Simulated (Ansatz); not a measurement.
**Geometry relaxation, with input and output: WSe$_{2}$ (part 2 of 2)**

Continued. System: WSe$_{2}$ (12 atoms in the cell). Method: DFT PBE+D3(BJ), scalar-relativistic, plane waves, PAW, no spin polarisation (Ansatz 0.2.0); cutoff 420 eV, 12×12×1 k-mesh, Gaussian smearing of 0.02 eV. The structure derives from a Materials Project entry.

**Output, continued**
```
  k-point 1: bands = ["-60.9173", "-60.9173", "-60.9172", "-60.9172", "-34.5304", "-34.5304", "-34.5304", "-34.5303", "-34.5302", "-34.5301", "-34.5301", "-34.5301", "-34.5300", "-34.5299", "-34.5299", "-34.5299", "-34.5296", "-34.5296", "-34.5295", "-34.5295", "-34.5035", "-34.5035", "-34.5033", "-34.5033", "-34.5033", "-34.5033", "-34.5030", "-34.5030", "-34.5025", "-34.5023", "-34.5022", "-34.5022", "-34.5021", "-34.5021", "-34.5020", "-34.5019", "-34.4921", "-34.4920", "-34.4920", "-34.4918", "-34.4901", "-34.4899", "-34.4899", "-34.4898", "-25.2077", "-25.2077", "-25.2077", "-25.2077", "-25.0855", "-25.0855", "-25.0854", "-25.0854", "-25.0728", "-25.0728", "-25.0728", "-25.0728", "-1.9027", "-1.7749", "-1.7748", "-1.5873", "-0.8179", "-0.5383", "-0.5382", "-0.3117", "6.2164", "6.7247", "6.7249", "7.4835", "9.4596", "10.3788", "10.3952", "10.3952", "10.4160", "10.5227", "10.5229", "10.8055", "10.8205", "10.8205", "10.8368", "11.3392", "11.6314", "11.6712", "11.6712", "11.7103", "11.8064", "11.8064", "11.8107", "12.1773", "12.5310", "13.0181", "13.0182", "13.1560", "15.7412", "15.7861", "15.7861", "15.7915", "15.8352", "15.8611", "15.8612", "15.8698", "15.8770", "15.9689", "15.9690", "16.1275", "16.1630", "16.2352", "16.2352", "16.2487", "18.5238", "18.8248", "18.8248"]
  k-point 2: bands = ["-60.9153", "-60.9153", "-60.9153", "-60.9153", "-34.5303", "-34.5302", "-34.5302", "-34.5302", "-34.5301", "-34.5301", "-34.5301", "-34.5300", "-34.5293", "-34.5293", "-34.5292", "-34.5292", "-34.5288", "-34.5287", "-34.5287", "-34.5287", "-34.5036", "-34.5036", "-34.5035", "-34.5035", "-34.5034", "-34.5034", "-34.5032", "-34.5031", "-34.5030", "-34.5027", "-34.5027", "-34.5025", "-34.5024", "-34.5021", "-34.5021", "-34.5019", "-34.4917", "-34.4916", "-34.4916", "-34.4914", "-34.4897", "-34.4895", "-34.4895", "-34.4894", "-25.1985", "-25.1985", "-25.1985", "-25.1985", "-25.1301", "-25.1301", "-25.1301", "-25.1301", "-25.0832", "-25.0832", "-25.0832", "-25.0832", "-1.5961", "-1.4725", "-1.4724", "-1.2857", "-0.6422", "-0.3788", "-0.3787", "-0.1740", "6.6024", "7.0803", "7.0805", "7.8535", "9.2065", "9.5821", "9.6161", "9.6161", "9.6649", "10.0936", "10.0938", "10.5253", "11.0746", "11.0949", "11.0949", "11.1332", "11.2004", "11.2567", "11.2568", "11.2955", "11.4950", "11.6072", "11.6072", "12.1925", "12.3085", "12.5994", "12.5995", "12.6349", "14.9694", "15.2644", "15.2644", "15.5281", "15.5472", "15.6563", "15.6879", "15.6880", "15.8320", "15.8321", "15.8753", "15.9465", "16.4684", "16.6125", "16.6125", "16.7090", "19.4436", "19.7426", "19.7427"]
  k-point 18: bands = ["-60.9058", "-60.9058", "-60.9058", "-60.9058", "-34.5286", "-34.5286", "-34.5286", "-34.5286", "-34.5274", "-34.5274", "-34.5273", "-34.5273", "-34.5273", "-34.5273", "-34.5272", "-34.5272", "-34.5271", "-34.5271", "-34.5271", "-34.5270", "-34.5054", "-34.5052", "-34.5052", "-34.5048", "-34.5043", "-34.5043", "-34.5042", "-34.5042", "-34.5037", "-34.5033", "-34.5033", "-34.5032", "-34.5032", "-34.5031", "-34.5031", "-34.5030", "-34.4898", "-34.4898", "-34.4898", "-34.4898", "-34.4875", "-34.4875", "-34.4875", "-34.4875", "-25.2499", "-25.2499", "-25.2499", "-25.2499", "-25.2233", "-25.2233", "-25.2233", "-25.2233", "-25.1544", "-25.1544", "-25.1544", "-25.1544", "0.4936", "0.4936", "0.4938", "0.4938", "0.5748", "0.5748", "0.5750", "0.5750", "7.4462", "7.5491", "7.5492", "7.6244", "7.6244", "7.6508", "7.6508", "7.6910", "8.4108", "8.6028", "8.6028", "8.7568", "8.9042", "8.9042", "9.2626", "9.2626", "9.3873", "9.3873", "9.9356", "9.9356", "10.5446", "10.5446", "10.7832", "10.7832", "12.8583", "12.9804", "12.9805", "13.1517", "14.7179", "14.7179", "14.7182", "14.7182", "15.0914", "15.6926", "15.6928", "16.3724", "16.3724", "16.4537", "16.5181", "16.5181", "17.6765", "17.6765", "17.9807", "17.9807", "18.7033", "19.1652", "19.1652"]
--- Relaxed structure (1 steps of the walk, 1 accepted, 1 SCFs on fresh bases) ---
  F+E_penalty+E_count = -85304.02290681 eV   max|allowed force component| = 1.131e-3 eV/Å   (the final SCF, on the basis selected at the relaxed cell)
  cell:  # Å, volume = 238.2546 Å³
    - [3.2790666856387745, 0.0, 0.0]
    - [-1.6395333428193872, 2.8397550504664206, 0.0]
    - [0.0, 0.0, 25.5864527805]
  atoms:
    - { symbol: W, position: [0.6666666666666666, 0.3333333333333333, 0.8749881533000001] }
    - { symbol: W, position: [0.6666666666666666, 0.3333333333333333, 0.37500663130000006] }
    - { symbol: W, position: [0.3333333333333333, 0.6666666666666666, 0.6249933687] }
    - { symbol: W, position: [0.3333333333333333, 0.6666666666666666, 0.1250118467] }
    - { symbol: Se, position: [0.3333333333333333, 0.6666666666666666, 0.9408156503] }
    - { symbol: Se, position: [0.3333333333333333, 0.6666666666666666, 0.44083381210000006] }
    - { symbol: Se, position: [0.6666666666666666, 0.3333333333333333, 0.6908204773] }
    - { symbol: Se, position: [0.6666666666666666, 0.3333333333333333, 0.1908394917] }
    - { symbol: Se, position: [0.3333333333333333, 0.6666666666666666, 0.8091605083] }
    - { symbol: Se, position: [0.3333333333333333, 0.6666666666666666, 0.3091795227] }
    - { symbol: Se, position: [0.6666666666666666, 0.3333333333333333, 0.5591661879] }
    - { symbol: Se, position: [0.6666666666666666, 0.3333333333333333, 0.05918434970000001] }
```

**Trajectory as extended XYZ (Å, eV, eV/Å), 2 frames, from step=1 to step=2**
```
12
Lattice="3.2791 0.0000 0.0000 -1.6395 2.8398 0.0000 0.0000 0.0000 25.5865" Properties=species:S:1:pos:R:3:forces:R:3 step=1 energy=-85304.02291 pressure_GPa=-0.01
W     1.6395    0.9466   22.3878    0.0000   0.0000   0.0000
W     1.6395    0.9466    9.5951    0.0000   0.0000   0.0000
W     0.0000    1.8932   15.9914    0.0000   0.0000   0.0000
W     0.0000    1.8932    3.1986    0.0000   0.0000   0.0000
Se    0.0000    1.8932   24.0721    0.0000   0.0000   0.0011
Se    0.0000    1.8932   11.2794    0.0000   0.0000   0.0008
Se    1.6395    0.9466   17.6756    0.0000   0.0000   0.0009
Se    1.6395    0.9466    4.8829    0.0000   0.0000   0.0007
Se    0.0000    1.8932   20.7035    0.0000   0.0000  -0.0007
Se    0.0000    1.8932    7.9108    0.0000   0.0000  -0.0009
Se    1.6395    0.9466   14.3071    0.0000   0.0000  -0.0008
Se    1.6395    0.9466    1.5143    0.0000   0.0000  -0.0011
12
Lattice="3.2791 0.0000 0.0000 -1.6395 2.8398 0.0000 0.0000 0.0000 25.5865" Properties=species:S:1:pos:R:3:forces:R:3 step=2 energy=-85304.02291 pressure_GPa=-0.01
W     1.6395    0.9466   22.3878    0.0000   0.0000   0.0000
W     1.6395    0.9466    9.5951    0.0000   0.0000   0.0000
W     0.0000    1.8932   15.9914    0.0000   0.0000   0.0000
W     0.0000    1.8932    3.1986    0.0000   0.0000   0.0000
Se    0.0000    1.8932   24.0721    0.0000   0.0000   0.0011
Se    0.0000    1.8932   11.2794    0.0000   0.0000   0.0008
Se    1.6395    0.9466   17.6756    0.0000   0.0000   0.0009
Se    1.6395    0.9466    4.8829    0.0000   0.0000   0.0007
Se    0.0000    1.8932   20.7035    0.0000   0.0000  -0.0007
Se    0.0000    1.8932    7.9108    0.0000   0.0000  -0.0009
Se    1.6395    0.9466   14.3071    0.0000   0.0000  -0.0008
Se    1.6395    0.9466    1.5143    0.0000   0.0000  -0.0011
```

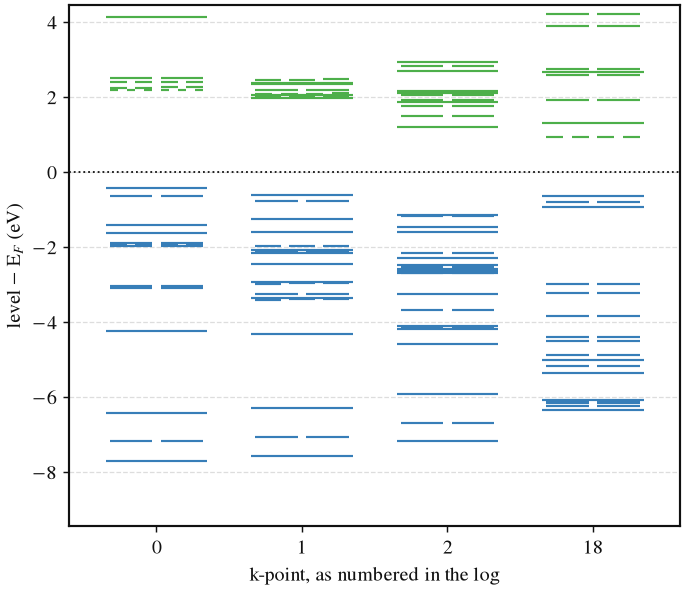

Fig. 1: Kohn–Sham levels near the Fermi level (dotted) at the few k-points that the log prints; levels within 0.02 eV of each other stand side by side. Among these points the highest filled and lowest empty levels are 1.38 eV apart; the gap on the full mesh, 0.90 eV, has an edge at a point that isn't printed.

This output came from the following input.

**Input**
```yaml
crystal:
  lattice:
    - [3.2790666856, 0.0, 0.0]
    - [-1.6395333428, 2.8397550505, 0.0]
    - [0.0, 0.0, 25.5864527805]
  atoms:
    - { symbol: W, position: [0.6666666667, 0.3333333333, 0.8749881533] }
    - { symbol: W, position: [0.6666666667, 0.3333333333, 0.3750066313] }
    - { symbol: W, position: [0.3333333333, 0.6666666667, 0.6249933687] }
    - { symbol: W, position: [0.3333333333, 0.6666666667, 0.1250118467] }
    - { symbol: Se, position: [0.3333333333, 0.6666666667, 0.9408156503] }
    - { symbol: Se, position: [0.3333333333, 0.6666666667, 0.4408338121] }
    - { symbol: Se, position: [0.6666666667, 0.3333333333, 0.6908204773] }
    - { symbol: Se, position: [0.6666666667, 0.3333333333, 0.1908394917] }
    - { symbol: Se, position: [0.3333333333, 0.6666666667, 0.8091605083] }
    - { symbol: Se, position: [0.3333333333, 0.6666666667, 0.3091795227] }
    - { symbol: Se, position: [0.6666666667, 0.3333333333, 0.5591661879] }
    - { symbol: Se, position: [0.6666666667, 0.3333333333, 0.0591843497] }
basis:
  ecutwfc: 420
kpoints:
  mp_grid: { grid: [12, 12, 1] }
hamiltonian:
  xc: pbe
  dispersion: d3bj
scf:
  occupations: { method: gaussian, width: 0.02 }
output:
  forces: true
  stress: true
  eigenvalues: true
relax:
  adjacent_minimum: "off"
  f_tol: 0.005
  max_steps: 80
  cell: { stress_tol: 0.05 }
```

Launched with:
```bash
ansatz run input.yaml --threads 2 --pin off --max-ram 5120MiB --backend cpu --events-out ev --progress --plain --runs-dir out
```

**Key numbers**

| quantity | value |
| --- | --- |
| outcome | converged |
| space group (tolerance 0.01 Å) | P6₃/mmc (194) |
| electrons treated | 184 |
| free energy | −85304.0229 eV |
| Fermi energy | 13.789 eV |
| gap on the k-point mesh | 0.90 eV |
| pressure | −0.01 GPa |
| final volume | 238.25 Å³ |
| largest force (length of the vector) at the end | 0.001 eV/Å |
| final cell | a = 3.279 Å, b = 3.279 Å, c = 25.586 Å, α = 90.00°, β = 90.00°, γ = 120.00° |
| hardware | 2 threads of Intel Xeon (Granite Rapids), 144 GiB of memory available, shared host |
| wall time | 16 s (CPU time 31 s) |
| peak memory | 0.87 GiB |

**Remarks**

Spin–orbit coupling is left out, which matters for W.
